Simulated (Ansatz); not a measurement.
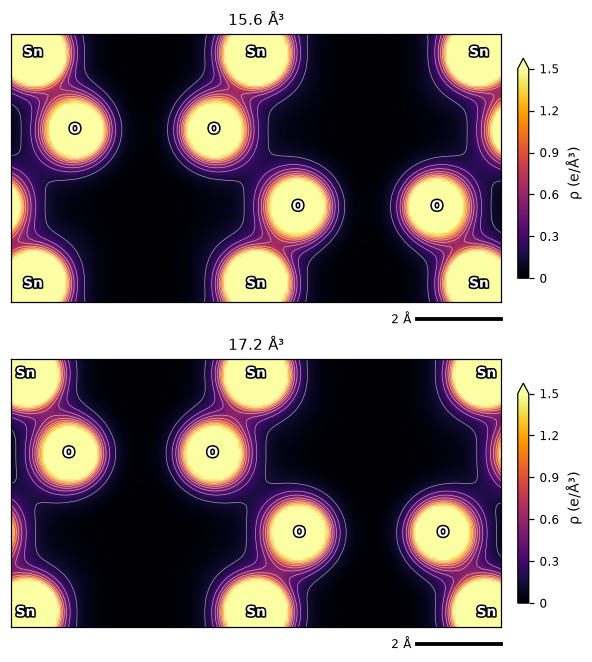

SnO$_{2}$. The valence electron density of cells scaled evenly to different volumes (given per atom above each panel), on the (110) plane of each (indices in the axes of the cell below), at one length scale and on one colour scale.

A structure from a database of computed crystals, not necessarily the ambient phase.

Theory: Kohn-Sham DFT of a periodic cell, PBE, Ansatz PAW (Ansatz).

The density is the valence pseudo-density of a PAW calculation; it isn't the true density close to the nuclei.

The largest cell:

```xyz
6
Lattice="3.2939 0.0000 0.0000 -1.6470 2.8526 0.0000 0.0000 0.0000 11.0022" Properties=species:S:1:pos:R:3 pbc="T T T"
Sn    0.0000    0.0000    0.0000
Sn    0.0000    0.0000    5.5011
O     0.0000    1.9018    9.9664
O     0.0000    1.9018    6.5368
O     1.6470    0.9509    1.0357
O     1.6470    0.9509    4.4654
```

| volume (Å³/atom) | Sn–O contact in the plane (Å) | ρ at its midpoint (e/Å³) | pressure (GPa) | gap on the mesh (eV) | 
| --- | --- | --- | --- | --- |
| 15.60 | 2.095 | 0.636 | 5.2 | 2.36 | 
| 16.58 | 2.138 | ? | ? | ? | 
| 17.23 | 2.165 | 0.555 | −6.7 | 1.78 | 

Q: Estimate the missing row, and compare with the calculation.

A: Over the known rows ln ρ falls by 1.95 per Å of Sn–O distance (the line through the two), which gives 0.585 e/Å³ at 2.138 Å; the calculation gives 0.585 e/Å³. For the pressure, a straight line in volume between the neighbouring rows gives −2.0 GPa; the calculation gives −2.7, lower because pressure rises ever faster on compression. For the gap on the mesh, a straight line in volume between the neighbouring rows gives 2.01 eV; the calculation gives 1.99.
